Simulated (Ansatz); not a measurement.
Al: several calculations on one system

## 1. Scan

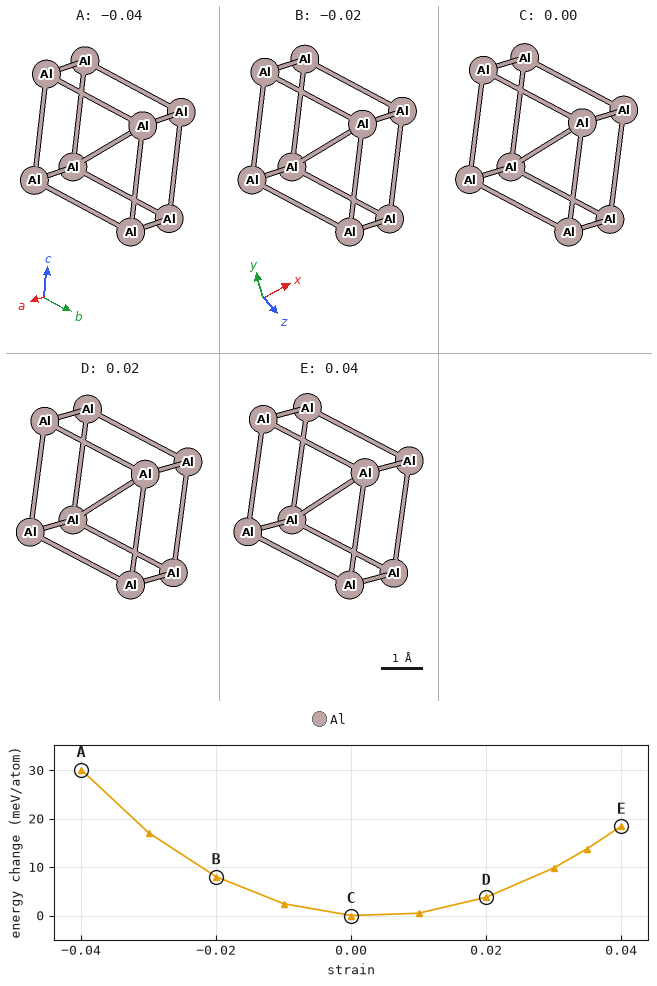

Crystalline Al (Im-3m): the cell is strained equally along x and y, with the atoms kept at their fractional coordinates. x, y and z are the Cartesian axes of the input. The lettered frames are marked on the plot. Style: ball-and-stick. Shown: the cell of the calculation, slightly off an axis.

These are results of DFT r2SCAN, scalar-relativistic, plane waves, PAW (Ansatz), not measurements. Settings: plane-wave cutoff 500 eV; k-point mesh 20 × 20 × 20; occupations gaussian; smearing width 0.15 eV; no spin polarisation. Energies (free energies at the smearing named) are counted from the cell as listed in its source, which wasn't relaxed.

What does the scan show?

The lowest computed point lies at the strain 0.00 (0.0 meV/atom). The end points stand at 30.1 meV/atom (−0.04) and 18.4 meV/atom (0.04). The curvature at zero strain, (1/V) d²E/dε², is about 290 GPa; it is C₁₁ + C₂₂ + 2C₁₂ with clamped ions. The distortion takes the space group from Im-3m to I4/mmm. At the strain −0.04 the cell of the drawing goes a 2.756 → 2.683 Å, b 2.756 → 2.683 Å, c 2.756 → 2.683 Å, α 109.5° → 110.6°, β 109.5° → 110.6°, γ 109.5° → 107.3°.

## 2. Scan

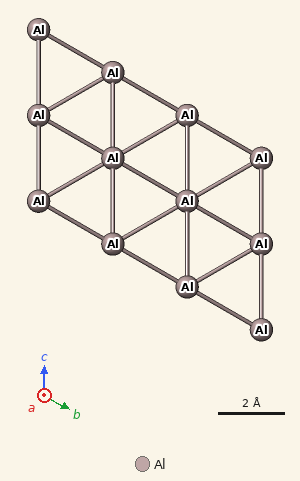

Crystalline Al (Im-3m): the cell is strained equally along x and y and separately along z, with the atoms kept at their fractional coordinates. x, y and z are the Cartesian axes of the input. The picture shows the reference cell. The picture is a ball-and-stick view of the cell of the calculation, repeated 2 × 3 × 2 with one cell outlined, seen along the a axis.

Method: DFT r2SCAN, scalar-relativistic, plane waves, PAW (Ansatz 0.2.0). Set-up: plane-wave cutoff 500 eV; k-point mesh 20 × 20 × 20; occupations gaussian; smearing width 0.15 eV; no spin polarisation. Energies (free energies at the smearing named) are counted from the cell as listed in its source, which wasn't relaxed.

Input file:
```yaml
crystal:
  lattice:
    - [-1.59121869, 1.59121869, 1.59121869]
    - [1.59121869, -1.59121869, 1.59121869]
    - [1.59121869, 1.59121869, -1.59121869]
  atoms:
    - { symbol: Al, position: [0.0, 0.0, 0.0] }
basis:
  ecutwfc: 500
kpoints:
  mp_grid: { grid: [20, 20, 20] }
hamiltonian:
  xc: r2scan
scf:
  occupations: { method: gaussian, width: 0.15 }
output:
  forces: true
  stress: true
  eigenvalues: true
  write_density: true
  write_potential: true
  elf: true
  volumetric_format: npy
```

Launched with:
```bash
ansatz run input.yaml --threads 1 --pin off --max-ram 2560MiB --backend cpu --events-out ev --progress --plain --runs-dir out
```

**What energies does the calculation give on a grid with rows −0.030, −0.015, 0.000, 0.015, 0.030 and columns −0.030, −0.015, 0.000, 0.015, 0.030 (strain along x and y; strain along z)?**

Rows: strain along x and y; columns: strain along z; values in meV/atom.

|  | −0.030 | −0.015 | 0.000 | 0.015 | 0.030 |
| --- | --- | --- | --- | --- | --- |
| −0.030 | 42.2 | 28.9 | 17.1 | 7.3 | −1.0 |
| −0.015 | 18.6 | 11.2 | 4.8 | −0.2 | −3.7 |
| 0.000 | 3.5 | 1.2 | 0.0 | −0.3 | 0.5 |
| 0.015 | −3.5 | −1.6 | 1.8 | 6.0 | 10.9 |
| 0.030 | −3.2 | 2.6 | 9.8 | 17.9 | 26.7 |

In pairs of (strain along x and y; strain along z): the lowest computed point lies at (−0.015, 0.030) (−3.7 meV/atom), the highest at (−0.030, −0.030) (42.2 meV/atom). It lies on the edge of the grid, so the true minimum may be outside the range scanned. The pressure runs from −5.7 GPa at (0.030, 0.030) to 9.8 GPa at (−0.030, −0.030).

As a map, interpolated between the computed points (dots):

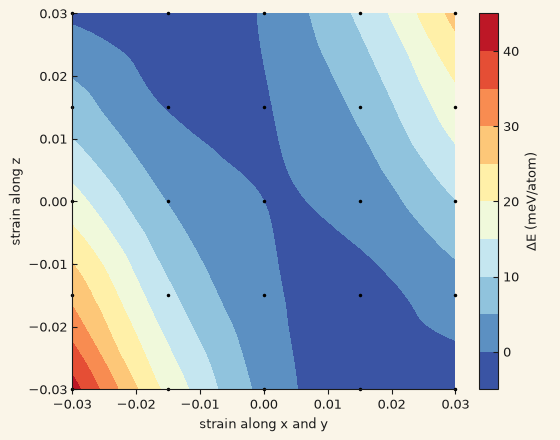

## 3. Energy map

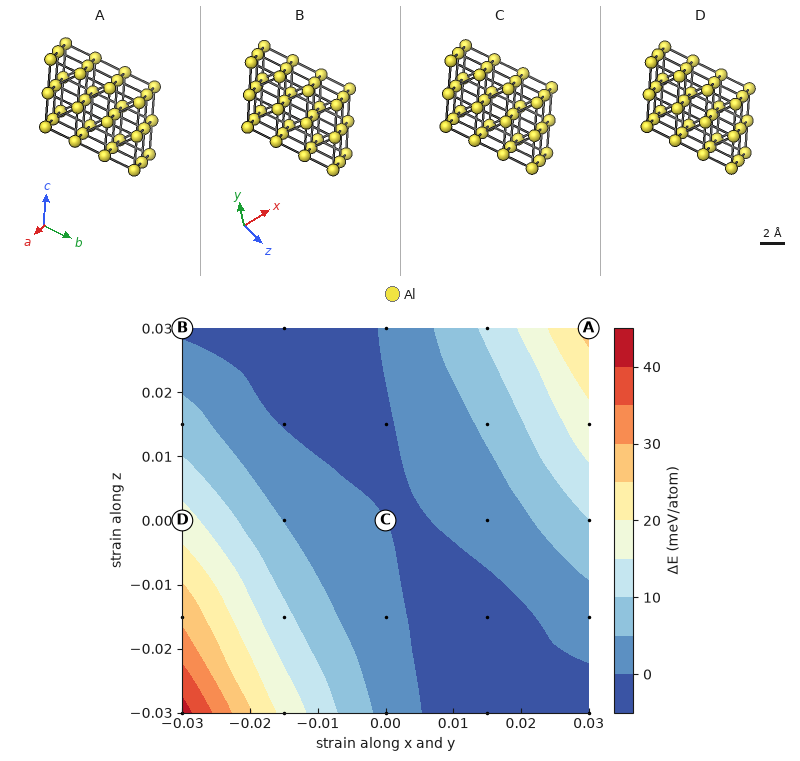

A scan of crystalline Al (Im-3m): the cell is strained equally along x and y and separately along z, with the atoms kept at their fractional coordinates. x, y and z are the Cartesian axes of the input. The map is interpolated between the computed points (dots). The lettered frames are marked on it. The picture is a ball-and-stick view of the cell of the calculation, repeated 2 × 3 × 2 with one cell outlined, seen slightly off an axis.

Computed with DFT r2SCAN, scalar-relativistic, plane waves, PAW in Ansatz 0.2.0. (plane-wave cutoff 500 eV; k-point mesh 20 × 20 × 20; occupations gaussian; smearing width 0.15 eV; no spin polarisation). Energies (free energies at the smearing named) are counted from the cell as listed in its source, which wasn't relaxed.

**Where is the lowest point of the map, and what else does it tell?**

In pairs of (strain along x and y; strain along z): the lowest computed point lies at (−0.015, 0.030) (−3.7 meV/atom), the highest at (−0.030, −0.030) (42.2 meV/atom). It lies on the edge of the grid, so the true minimum may be outside the range scanned. The pressure runs from −5.7 GPa at (0.030, 0.030) to 9.8 GPa at (−0.030, −0.030). The frames lie at A (0.030, 0.030): 26.7 meV/atom, B (−0.030, 0.030): −1.0 meV/atom, C (0.000, 0.000): 0.0 meV/atom, D (−0.030, 0.000): 17.1 meV/atom.

The computed points:

Rows: strain along x and y; columns: strain along z; values in meV/atom.

|  | −0.030 | −0.015 | 0.000 | 0.015 | 0.030 |
| --- | --- | --- | --- | --- | --- |
| −0.030 | 42.2 | 28.9 | 17.1 | 7.3 | −1.0 |
| −0.015 | 18.6 | 11.2 | 4.8 | −0.2 | −3.7 |
| 0.000 | 3.5 | 1.2 | 0.0 | −0.3 | 0.5 |
| 0.015 | −3.5 | −1.6 | 1.8 | 6.0 | 10.9 |
| 0.030 | −3.2 | 2.6 | 9.8 | 17.9 | 26.7 |
